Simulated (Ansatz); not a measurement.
## ZnS (P6_3mc): least direct gap against volume

The cell of ZnS (P6_3mc) is scaled evenly and the response computed anew at each volume, on one mesh. The atoms keep their fractional positions.

Symmetry: P6_3mc, No. 186, hexagonal system. Conventional cell: a = 3.811 Å, b = 3.811 Å, c = 6.234 Å, α = 90.00°, β = 90.00°, γ = 120.00°. Zn on site b is surrounded by 4 S at 2.31 to 2.40 Å. S on site b is surrounded by 4 Zn at 2.31 to 2.40 Å.

Method: Ansatz 0.2.0, PBE, independent particles, k-mesh 9×9×4 with interpolation inside its cells, Gaussian parameter 0.1 eV.

Launch of the response step: `ansatz run input.yaml --threads 4 --pin off --max-ram 8192MiB --backend cpu --events-out ev --progress --plain --runs-dir out`. The series took 5.7 min in all, on 4 threads of Arm Neoverse V1, with other jobs on the host.

| V/V₀ | V (Å³, primitive cell) | least direct gap (eV) |
| --- | --- | --- |
| 0.94 | 73.71 | ? |
| 0.96 | 75.27 | 2.443 |
| 0.98 | 76.84 | 2.344 |
| 1.00 | 78.41 | 2.247 |
| 1.02 | 79.98 | 2.154 |
| 1.04 | 81.55 | 2.064 |
| 1.06 | 83.12 | 1.976 |

For small changes the quantity should be close to linear in ln V.

Working, on the rows shown:

| x = ln(V/V₀) | y = least direct gap |
| --- | --- |
| -0.040822 | 2.443 |
| -0.0202027 | 2.344 |
| 0 | 2.247 |
| 0.0198026 | 2.154 |
| 0.0392207 | 2.064 |
| 0.0582689 | 1.976 |

Means: x̄ = 0.0093779, ȳ = 2.2047. Σ(x − x̄)(y − ȳ) = -0.03239, Σ(x − x̄)² = 0.006873. Slope = -0.03239 / 0.006873 = -4.713; intercept = ȳ − slope · x̄ = 2.2489. The line misses the rows shown by at most 0.0019 eV.

Task: What does the fit predict for the withheld row, and how well does it do?

Result: At x = -0.061875 the line gives y = 2.5405 eV. The run gave 2.539 eV, so the extrapolation is off by 0.0015 eV, 0.3 % of the range in the table.

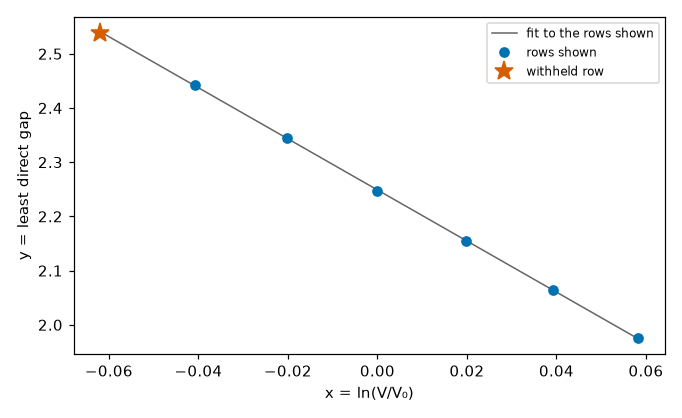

Between the rows on either side of x = 0 the slope is (2.154 − 2.344) / (0.019803 − (-0.020203)) = -4.749. That is a volume deformation potential of -4.7 eV: the least direct gap on this mesh widens by 47 meV for each per cent of compression. The cell comes from an older database entry, whose edges can be off by a per cent or so. PBE gaps are as a rule too small.
